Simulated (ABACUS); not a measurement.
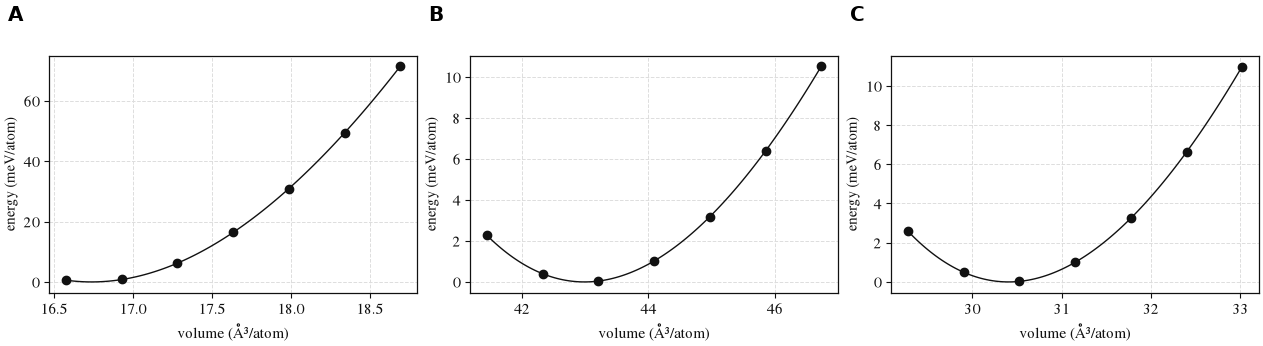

Each panel shows the energy against volume for one of these solids: KCl, Fm-3m (No. 225); KI, Fm-3m (No. 225); Ti, P6_3/mmc (No. 194).

Calculation (ABACUS 3.10.1): DFT in plane waves or numerical atomic orbitals with pseudopotentials, no spin polarisation; energies at scaled volumes of the given cell, shape and fractions fixed, counted from the fit's minimum, third-order Birch-Murnaghan fit. Level: PBEsol.

### Which panel belongs to which solid?

A is Ti (energy from 0.58 meV/atom to 71.45 meV/atom, V0 16.74 Å³/atom, B0 118 GPa); B is KI (energy from 0.04 meV/atom to 10.51 meV/atom, V0 42.99 Å³/atom, B0 12.2 GPa); C is KCl (energy from 0.03 meV/atom to 10.98 meV/atom, V0 30.41 Å³/atom, B0 18.5 GPa).

For Ti, limits of the calculation: shape and atomic fractions are frozen while scaling, which makes layered, chain and framework solids too stiff.
